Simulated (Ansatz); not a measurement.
# Geometry relaxation of Ge (part 3 of 3)

Continued. System: Ge (interface cell, 24 atoms in the cell). Method: DFT PBEsol, scalar-relativistic, plane waves, PAW, no spin polarisation (Ansatz 0.2.0); cutoff 420 eV, 12×12×1 k-mesh, Gaussian smearing of 0.1 eV. The structure derives from an entry of the Crystallography Open Database. It belongs to a series of runs on one base structure; here: symmetric tilt boundary Sigma 3 (1 1 1), mirror between the next planes, shift [0, 0].

Geometry of the input (Å; fractional positions):
```
4.0134  0.0000  0.0000
-2.0067  3.4757  0.0000
0.0000  0.0000  39.3229
Ge 0.3333  0.6667  0.1353
Ge 0.6667  0.3333  0.0312
Ge 0.0000  0.0000  0.1145
Ge 0.0000  0.0000  0.0520
Ge 0.6667  0.3333  0.2187
Ge 0.3333  0.6667  0.1978
Ge 0.3333  0.6667  0.3853
Ge 0.6667  0.3333  0.2812
Ge 1.0000  0.0000  0.3645
Ge 0.0000  0.0000  0.3020
Ge 0.6667  0.3333  0.4687
Ge 0.3333  0.6667  0.4478
Ge 0.3333  0.6667  0.8647
Ge 0.6667  0.3333  0.9688
Ge 0.0000  0.0000  0.8855
Ge 0.0000  0.0000  0.9480
Ge 0.6667  0.3333  0.7813
Ge 0.3333  0.6667  0.8022
Ge 0.3333  0.6667  0.6147
Ge 0.6667  0.3333  0.7188
Ge 1.0000  0.0000  0.6355
Ge 0.0000  0.0000  0.6980
Ge 0.6667  0.3333  0.5313
Ge 0.3333  0.6667  0.5522
```

Output, continued
```
--- Relaxed structure (3 steps of the walk, 3 accepted, 1 SCFs on fresh bases) ---
  F+E_penalty+E_count = -102083.86837454 eV   max|allowed force component| = 9.650e-4 eV/Å   (the final SCF, on the basis selected at the relaxed cell)
  cell:  # Å, volume = 548.7870 Å³
    - [4.013371721794866, -2.2766448614613012e-100, 0.0]
    - [-2.006685860897433, 3.475681865904446, 0.0]
    - [0.0, 0.0, 39.3418160949698]
  atoms:
    - { symbol: Ge, position: [0.3333333333333332, 0.6666666666666664, 0.1355037190657377] }
    - { symbol: Ge, position: [0.6666666666666664, 0.3333333333333332, 0.031472212458162674] }
    - { symbol: Ge, position: [1.933241830750912e-35, 5.217922988739113e-34, 0.11471297997972496] }
    - { symbol: Ge, position: [-2.0231386793981603e-34, 7.8499726379261e-35, 0.052341694279490855] }
    - { symbol: Ge, position: [0.6666666666666664, 0.3333333333333332, 0.2187727167250295] }
    - { symbol: Ge, position: [0.3333333333333332, 0.6666666666666664, 0.19795477503694286] }
    - { symbol: Ge, position: [0.3333333333333332, 0.6666666666666664, 0.385288937753039] }
    - { symbol: Ge, position: [0.6666666666666664, 0.3333333333333332, 0.2812291470683996] }
    - { symbol: Ge, position: [0.9999999999999999, 7.8499726379261e-35, 0.3644981598171587] }
    - { symbol: Ge, position: [-5.035241059195934e-35, 7.8499726379261e-35, 0.3020473898400001] }
    - { symbol: Ge, position: [0.6666666666666664, 0.3333333333333332, 0.46852747866233513] }
    - { symbol: Ge, position: [0.3333333333333332, 0.6666666666666664, 0.44765959189889315] }
    - { symbol: Ge, position: [0.3333333333333332, 0.6666666666666664, 0.8644962809342619] }
    - { symbol: Ge, position: [0.6666666666666664, 0.3333333333333332, 0.9685277875418373] }
    - { symbol: Ge, position: [-2.3660266775203883e-34, 5.217922988739113e-34, 0.8852870200202747] }
    - { symbol: Ge, position: [-7.434632491004196e-35, 7.8499726379261e-35, 0.9476583057205088] }
    - { symbol: Ge, position: [0.6666666666666664, 0.3333333333333332, 0.7812272832749702] }
    - { symbol: Ge, position: [0.3333333333333332, 0.6666666666666664, 0.802045224963057] }
    - { symbol: Ge, position: [0.3333333333333332, 0.6666666666666664, 0.6147110622469608] }
    - { symbol: Ge, position: [0.6666666666666664, 0.3333333333333332, 0.7187708529316001] }
    - { symbol: Ge, position: [0.9999999999999999, 4.155867867137348e-35, 0.635501840182841] }
    - { symbol: Ge, position: [-3.3028141096959004e-34, 7.8499726379261e-35, 0.6979526101599995] }
    - { symbol: Ge, position: [0.6666666666666664, 0.3333333333333332, 0.5314725213376645] }
    - { symbol: Ge, position: [0.3333333333333332, 0.6666666666666664, 0.5523404081011067] }
--- Löwdin populations: 24 sites ---
  site symbol       q [e]
     0     Ge     13.9810
     1     Ge     13.9864
     2     Ge     13.9789
     3     Ge     13.9794
     4     Ge     13.9813
     5     Ge     13.9813
     6     Ge     13.9789
     7     Ge     13.9813
     8     Ge     13.9810
     9     Ge     13.9813
    10     Ge     13.9864
    11     Ge     13.9794
    12     Ge     13.9810
    13     Ge     13.9864
    14     Ge     13.9789
    15     Ge     13.9794
    16     Ge     13.9813
    17     Ge     13.9813
    18     Ge     13.9789
    19     Ge     13.9813
    20     Ge     13.9810
    21     Ge     13.9813
    22     Ge     13.9864
    23     Ge     13.9794
  spilling = 0.001329 (of n_electrons = 336.000000)
```

File populations.tsv
```
# site	symbol	l	j	q
# orbitals = lowdin
# n_electrons = 336.000000
# spilling = 0.001329
0	Ge	0_4S	-	1.332532
0	Ge	1_4P	-	2.652149
0	Ge	2_3D	-	9.996358
1	Ge	0_4S	-	1.337472
1	Ge	1_4P	-	2.652454
1	Ge	2_3D	-	9.996436
2	Ge	0_4S	-	1.331335
2	Ge	1_4P	-	2.651246
2	Ge	2_3D	-	9.996355
3	Ge	0_4S	-	1.328542
3	Ge	1_4P	-	2.654480
3	Ge	2_3D	-	9.996366
4	Ge	0_4S	-	1.332408
4	Ge	1_4P	-	2.652525
4	Ge	2_3D	-	9.996363
5	Ge	0_4S	-	1.332246
5	Ge	1_4P	-	2.652698
5	Ge	2_3D	-	9.996362
6	Ge	0_4S	-	1.331331
6	Ge	1_4P	-	2.651252
6	Ge	2_3D	-	9.996355
7	Ge	0_4S	-	1.332410
7	Ge	1_4P	-	2.652524
7	Ge	2_3D	-	9.996363
8	Ge	0_4S	-	1.332530
8	Ge	1_4P	-	2.652153
8	Ge	2_3D	-	9.996358
9	Ge	0_4S	-	1.332246
9	Ge	1_4P	-	2.652698
9	Ge	2_3D	-	9.996362
10	Ge	0_4S	-	1.337465
10	Ge	1_4P	-	2.652460
10	Ge	2_3D	-	9.996435
11	Ge	0_4S	-	1.328525
11	Ge	1_4P	-	2.654493
11	Ge	2_3D	-	9.996366
12	Ge	0_4S	-	1.332532
12	Ge	1_4P	-	2.652149
12	Ge	2_3D	-	9.996358
13	Ge	0_4S	-	1.337472
13	Ge	1_4P	-	2.652454
13	Ge	2_3D	-	9.996436
14	Ge	0_4S	-	1.331335
14	Ge	1_4P	-	2.651246
14	Ge	2_3D	-	9.996355
15	Ge	0_4S	-	1.328542
15	Ge	1_4P	-	2.654480
15	Ge	2_3D	-	9.996366
16	Ge	0_4S	-	1.332408
16	Ge	1_4P	-	2.652525
16	Ge	2_3D	-	9.996363
17	Ge	0_4S	-	1.332246
17	Ge	1_4P	-	2.652698
17	Ge	2_3D	-	9.996362
18	Ge	0_4S	-	1.331331
18	Ge	1_4P	-	2.651252
18	Ge	2_3D	-	9.996355
19	Ge	0_4S	-	1.332410
19	Ge	1_4P	-	2.652524
19	Ge	2_3D	-	9.996363
20	Ge	0_4S	-	1.332530
20	Ge	1_4P	-	2.652153
20	Ge	2_3D	-	9.996358
21	Ge	0_4S	-	1.332246
21	Ge	1_4P	-	2.652698
21	Ge	2_3D	-	9.996362
22	Ge	0_4S	-	1.337465
22	Ge	1_4P	-	2.652460
22	Ge	2_3D	-	9.996435
23	Ge	0_4S	-	1.328525
23	Ge	1_4P	-	2.654493
23	Ge	2_3D	-	9.996366
```

Trajectory as extended XYZ (Å, eV, eV/Å), 4 frames, from step=1 to step=4
```
24
Lattice="4.0134 0.0000 0.0000 -2.0067 3.4757 0.0000 0.0000 0.0000 39.3229" Properties=species:S:1:pos:R:3:forces:R:3 step=1 energy=-102083.86520 pressure_GPa=-0.04
Ge    0.0000    2.3171    5.3217    0.0000   0.0000  -0.0049
Ge    2.0067    1.1586    1.2256    0.0000   0.0000   0.1612
Ge    0.0000    0.0000    4.5025    0.0000   0.0000  -0.0189
Ge    0.0000    0.0000    2.0448    0.0000   0.0000   0.0563
Ge    2.0067    1.1586    8.5986    0.0000   0.0000   0.0021
Ge    0.0000    2.3171    7.7794    0.0000   0.0000  -0.0054
Ge    0.0000    2.3171   15.1524    0.0000   0.0000   0.0182
Ge    2.0067    1.1586   11.0563    0.0000   0.0000  -0.0021
Ge    4.0134    0.0000   14.3332    0.0000   0.0000   0.0048
Ge    0.0000    0.0000   11.8755    0.0000   0.0000   0.0051
Ge    2.0067    1.1586   18.4293    0.0000   0.0000  -0.0729
Ge    0.0000    2.3171   17.6101    0.0000   0.0000  -0.0456
Ge    0.0000    2.3171   34.0012    0.0000   0.0000   0.0049
Ge    2.0067    1.1586   38.0973    0.0000   0.0000  -0.1612
Ge    0.0000    0.0000   34.8204    0.0000   0.0000   0.0189
Ge    0.0000    0.0000   37.2781    0.0000   0.0000  -0.0563
Ge    2.0067    1.1586   30.7243    0.0000   0.0000  -0.0021
Ge    0.0000    2.3171   31.5435    0.0000   0.0000   0.0054
Ge    0.0000    2.3171   24.1704    0.0000   0.0000  -0.0182
Ge    2.0067    1.1586   28.2666    0.0000   0.0000   0.0021
Ge    4.0134    0.0000   24.9897    0.0000   0.0000  -0.0048
Ge    0.0000    0.0000   27.4474    0.0000   0.0000  -0.0051
Ge    2.0067    1.1586   20.8935    0.0000   0.0000   0.0729
Ge    0.0000    2.3171   21.7128    0.0000   0.0000   0.0456
24
Lattice="4.0134 0.0000 0.0000 -2.0067 3.4757 0.0000 0.0000 0.0000 39.3444" Properties=species:S:1:pos:R:3:forces:R:3 step=2 energy=-102083.86822 pressure_GPa=-0.08
Ge    0.0000    2.3171    5.3317    0.0000   0.0000   0.0085
Ge    2.0067    1.1586    1.2380    0.0000   0.0000   0.0195
Ge    0.0000    0.0000    4.5155    0.0000   0.0000  -0.0084
Ge    0.0000    0.0000    2.0624    0.0000   0.0000  -0.0254
Ge    2.0067    1.1586    8.6072    0.0000   0.0000   0.0020
Ge    0.0000    2.3171    7.7883    0.0000   0.0000   0.0013
Ge    0.0000    2.3171   15.1571    0.0000   0.0000   0.0076
Ge    2.0067    1.1586   11.0645    0.0000   0.0000  -0.0008
Ge    4.0134    0.0000   14.3404    0.0000   0.0000  -0.0067
Ge    0.0000    0.0000   11.8836    0.0000   0.0000  -0.0005
Ge    2.0067    1.1586   18.4337    0.0000   0.0000  -0.0066
Ge    0.0000    2.3171   17.6108    0.0000   0.0000   0.0140
Ge    0.0000    2.3171   34.0127    0.0000   0.0000  -0.0085
Ge    2.0067    1.1586   38.1064    0.0000   0.0000  -0.0195
Ge    0.0000    0.0000   34.8289    0.0000   0.0000   0.0084
Ge    0.0000    0.0000   37.2820    0.0000   0.0000   0.0254
Ge    2.0067    1.1586   30.7371    0.0000   0.0000  -0.0020
Ge    0.0000    2.3171   31.5561    0.0000   0.0000  -0.0013
Ge    0.0000    2.3171   24.1872    0.0000   0.0000  -0.0076
Ge    2.0067    1.1586   28.2799    0.0000   0.0000   0.0008
Ge    4.0134    0.0000   25.0039    0.0000   0.0000   0.0067
Ge    0.0000    0.0000   27.4608    0.0000   0.0000   0.0005
Ge    2.0067    1.1586   20.9107    0.0000   0.0000   0.0066
Ge    0.0000    2.3171   21.7336    0.0000   0.0000  -0.0140
24
Lattice="4.0134 0.0000 0.0000 -2.0067 3.4757 0.0000 0.0000 0.0000 39.3418" Properties=species:S:1:pos:R:3:forces:R:3 step=3 energy=-102083.86837 pressure_GPa=-0.08
Ge    0.0000    2.3171    5.3310    0.0000   0.0000   0.0001
Ge    2.0067    1.1586    1.2382    0.0000   0.0000   0.0010
Ge    0.0000    0.0000    4.5130    0.0000   0.0000  -0.0010
Ge    0.0000    0.0000    2.0592    0.0000   0.0000  -0.0004
Ge    2.0067    1.1586    8.6069    0.0000   0.0000   0.0003
Ge    0.0000    2.3171    7.7879    0.0000   0.0000  -0.0010
Ge    0.0000    2.3171   15.1580    0.0000   0.0000   0.0008
Ge    2.0067    1.1586   11.0641    0.0000   0.0000  -0.0002
Ge    4.0134    0.0000   14.3400    0.0000   0.0000   0.0000
Ge    0.0000    0.0000   11.8831    0.0000   0.0000   0.0008
Ge    2.0067    1.1586   18.4327    0.0000   0.0000  -0.0005
Ge    0.0000    2.3171   17.6117    0.0000   0.0000   0.0002
Ge    0.0000    2.3171   34.0109    0.0000   0.0000  -0.0001
Ge    2.0067    1.1586   38.1036    0.0000   0.0000  -0.0010
Ge    0.0000    0.0000   34.8288    0.0000   0.0000   0.0010
Ge    0.0000    0.0000   37.2826    0.0000   0.0000   0.0004
Ge    2.0067    1.1586   30.7349    0.0000   0.0000  -0.0003
Ge    0.0000    2.3171   31.5539    0.0000   0.0000   0.0010
Ge    0.0000    2.3171   24.1838    0.0000   0.0000  -0.0008
Ge    2.0067    1.1586   28.2778    0.0000   0.0000   0.0002
Ge    4.0134    0.0000   25.0018    0.0000   0.0000   0.0000
Ge    0.0000    0.0000   27.4587    0.0000   0.0000  -0.0008
Ge    2.0067    1.1586   20.9091    0.0000   0.0000   0.0005
Ge    0.0000    2.3171   21.7301    0.0000   0.0000  -0.0002
24
Lattice="4.0134 0.0000 0.0000 -2.0067 3.4757 0.0000 0.0000 0.0000 39.3418" Properties=species:S:1:pos:R:3:forces:R:3 step=4 energy=-102083.86838 pressure_GPa=-0.08
Ge    0.0000    2.3171    5.3310    0.0000   0.0000   0.0001
Ge    2.0067    1.1586    1.2382    0.0000   0.0000   0.0010
Ge    0.0000    0.0000    4.5130    0.0000   0.0000  -0.0009
Ge    0.0000    0.0000    2.0592    0.0000   0.0000  -0.0004
Ge    2.0067    1.1586    8.6069    0.0000   0.0000   0.0003
Ge    0.0000    2.3171    7.7879    0.0000   0.0000  -0.0010
Ge    0.0000    2.3171   15.1580    0.0000   0.0000   0.0007
Ge    2.0067    1.1586   11.0641    0.0000   0.0000  -0.0002
Ge    4.0134    0.0000   14.3400    0.0000   0.0000   0.0000
Ge    0.0000    0.0000   11.8831    0.0000   0.0000   0.0008
Ge    2.0067    1.1586   18.4327    0.0000   0.0000  -0.0005
Ge    0.0000    2.3171   17.6117    0.0000   0.0000   0.0002
Ge    0.0000    2.3171   34.0109    0.0000   0.0000  -0.0001
Ge    2.0067    1.1586   38.1036    0.0000   0.0000  -0.0010
Ge    0.0000    0.0000   34.8288    0.0000   0.0000   0.0009
Ge    0.0000    0.0000   37.2826    0.0000   0.0000   0.0004
Ge    2.0067    1.1586   30.7349    0.0000   0.0000  -0.0003
Ge    0.0000    2.3171   31.5539    0.0000   0.0000   0.0010
Ge    0.0000    2.3171   24.1838    0.0000   0.0000  -0.0007
Ge    2.0067    1.1586   28.2778    0.0000   0.0000   0.0002
Ge    4.0134    0.0000   25.0018    0.0000   0.0000   0.0000
Ge    0.0000    0.0000   27.4587    0.0000   0.0000  -0.0008
Ge    2.0067    1.1586   20.9091    0.0000   0.0000   0.0005
Ge    0.0000    2.3171   21.7301    0.0000   0.0000  -0.0002
```

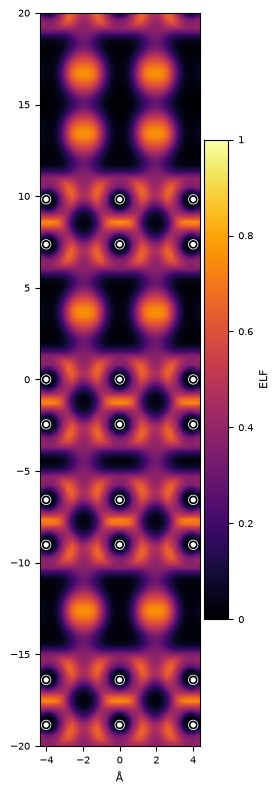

*Electron localisation function on the (100) plane of the calculation cell. Circles mark the nuclei in the plane (Ge).*

In a PAW calculation such maps are meaningful between the atoms, not at the nuclei.

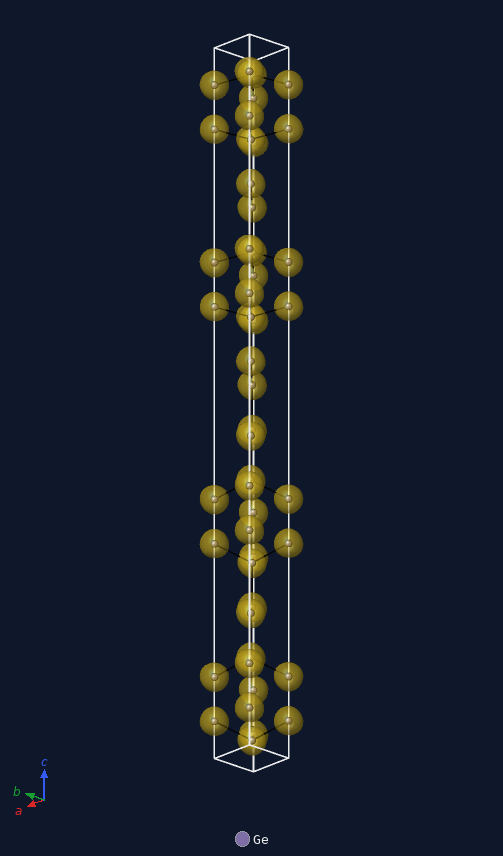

*Isosurface of the valence charge density (pseudo) at 0.8 e/Å³ (yellow), seen at an oblique angle. Sticks mark near contacts. The outline is the calculation cell.*

At this value the density breaks into separate islands; it holds about 70 % of the electrons treated as valence (semicore included). It is pinched off along the Ge–Ge (2.45 Å) contacts. On the grid the lowest density along these lines, outside the cores, is 0.49 e/Å³ (Ge–Ge, 2.45 Å).

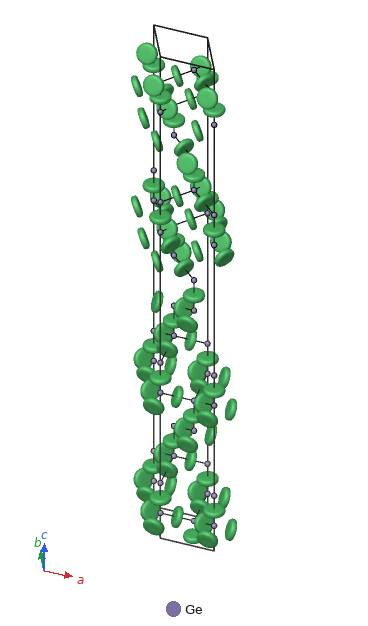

*Isosurface of the electron localisation function at 0.6 (green), seen at an oblique angle. Only the valence region is drawn (cores and ρ < 0.01 e/Å³ removed). Sticks mark near contacts. The outline is the calculation cell.*

The ELF exceeds this value in 48 regions between bonded Ge–Ge atoms (shared pairs), counted in one cell of 24 atoms. Profiles from the grid: Ge–Ge (2.45 Å): the ELF peaks at about 0.80 between the atoms (a shared electron pair).

Key numbers

| quantity | value |
| --- | --- |
| outcome | converged |
| electrons treated | 336 |
| free energy | −102083.8684 eV |
| Fermi energy | 8.329 eV |
| gap on the k-point mesh | none (metallic) |
| final volume | 548.79 Å³ |
| largest force (length of the vector) at the end | 0.001 eV/Å |
| wall time | 5.4 min (CPU time 11 min) |
| peak memory | 2.3 GiB |
